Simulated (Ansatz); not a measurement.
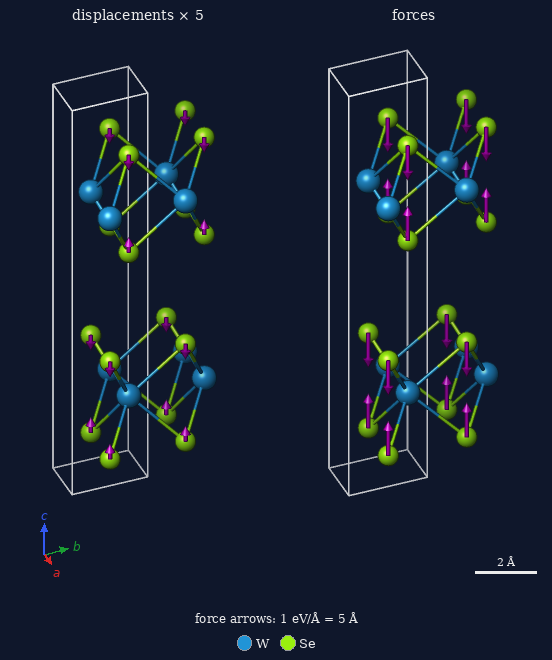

Left: crystalline WSe$_{2}$ (built on the 2H (MoS2) bulk type), with purple arrows for the displacements applied to it (without the part that the change of the cell carries along). Right: the displaced structure with the computed forces. Besides, all lengths are scaled by +4.0 % (volume +12.5 %). A ball-and-stick model of the cell of the calculation, repeated 2 × 2 × 1 with one cell outlined, seen slightly off an axis.

Method: Ansatz, DFT, HSE06, plane waves, PAW. Settings: plane-wave cutoff 420 eV; k-point mesh 6 × 6 × 2; occupations fixed; no spin polarisation.

Describe the distortion and the response.

Answer. The Se atoms are displaced by 0.11 Å relative to the cell. No relaxation follows. Some distances before and after: Se–W 2.530 → 2.562 Å. The space group stays P6_3/mmc (No. 194). It costs 48.5 meV per atom. The pressure goes from −0.9 to −6.7 GPa. The principal stresses (compression positive) are −1.4 GPa along c and −9.3 GPa across it. The largest forces, 0.24 eV/Å, act on 4 Se atoms of the calculation's cell. The forces point along the displacements, not back (a soft direction, or forces left over where the reference was relaxed at another level) (cosine 1.00). The band gap: 1.50 eV before, 1.09 eV after.
